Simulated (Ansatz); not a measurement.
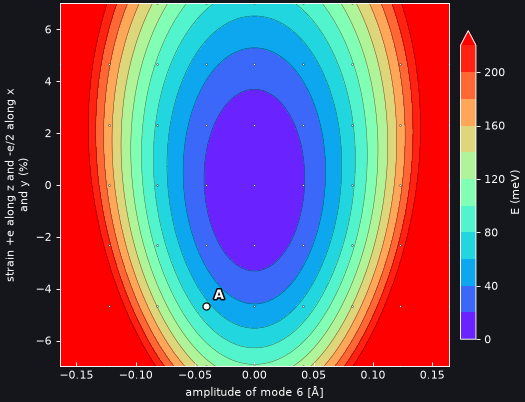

CoSi₂ (Fm-3m, No. 225; 3 atoms in the cell). The energy is mapped over a normal mode and a strain (zone-centre modes of the 3-atom cell of this scan) (x, y and z along the cube axes). First axis: amplitude of mode 6 (328 cm⁻¹), largest displacement in the unstrained cell. Second axis: strain +e along z and -e/2 along x and y. Nothing is relaxed (the pattern is fixed in fractional coordinates). The scan uses a 9 × 7 grid; 35 points were computed and 28 follow by symmetry. Points are written as (first, second). Energies are in meV per cell, from the lowest grid point. The runs have no spin polarisation; a magnetic state may lie lower. Level of theory: Ansatz, DFT PBE, scalar-relativistic, plane waves, PAW. Settings: cutoff 520 eV, k-mesh 12×12×12, gaussian smearing 0.15 eV, no spin polarisation.

The picture shows filled contours, dots at the grid points, one colour for all values above the top of the scale, the point A. Between grid points the surface is interpolated.

Q: Is A at rest? If not, where is it pushed?

A: A, at (−0.041 Å, −4.67 %), is not a stationary point. The computed force is 1200 meV for each Å towards larger values of the first coordinate and 21 meV for each 1 % towards larger values of the second coordinate.

PAW datasets: the set soft_1.
